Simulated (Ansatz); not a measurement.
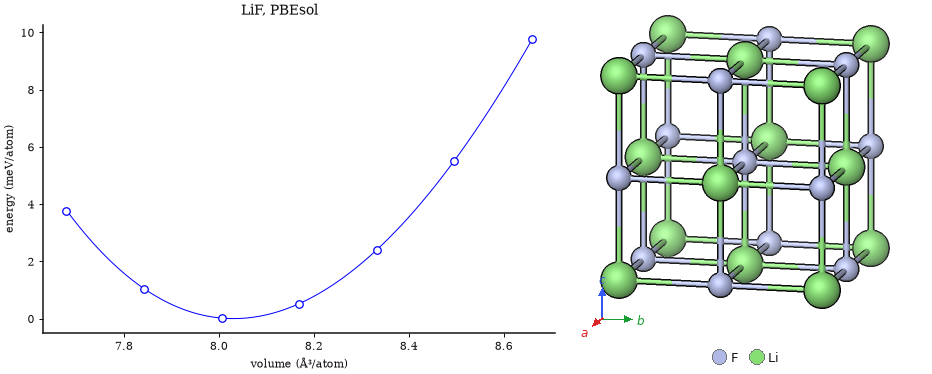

The figure shows the energy against volume for LiF, space group Fm-3m (No. 225). The conventional cell is drawn beside the plot.

Cell as given: a = 2.848 Å, b = 2.848 Å, c = 2.848 Å, α = 60.00°, β = 60.00°, γ = 60.00°; 2 atoms.

Method: all-electron LAPW DFT, no spin polarisation; energies at scaled volumes of the given cell, shape and fractions fixed, counted from the fit's minimum, third-order Birch-Murnaghan fit (Ansatz 0.2.0). Level: PBEsol.

```json
{"setting": "k mesh", "value": "11×11×11"}
{"setting": "occupations", "value": "Fermi–Dirac"}
{"setting": "smearing width", "value": "0.05 eV"}
{"setting": "potentials", "value": "all electron LAPW, scalar relativistic"}
{"setting": "program settings", "value": "basis error eV/atom 0.001"}
```

This calculation gives: equilibrium volume 8.03 Å³/atom and bulk modulus 72.6 GPa.

Now F is replaced by Cl on all its sites, which gives LiCl in the same structure. The second calculation uses k mesh 9×9×9. Predict the effect.

The equilibrium volume rises from 8.03 to 16.23 Å³/atom (+102 %) and the bulk modulus falls from 72.6 to 35.1 GPa (−52 %).

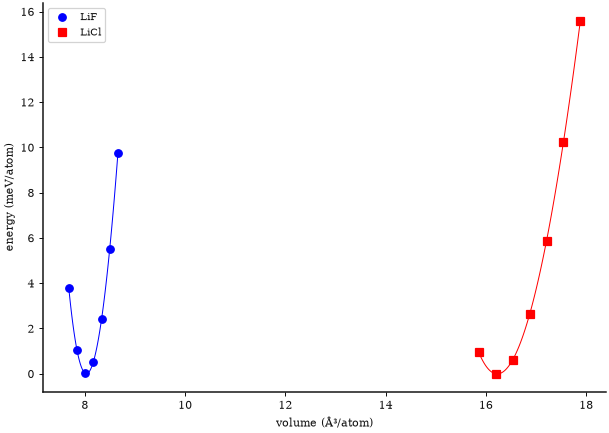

The two results together.

V0 and the bulk modulus come from third-order Birch–Murnaghan fits.
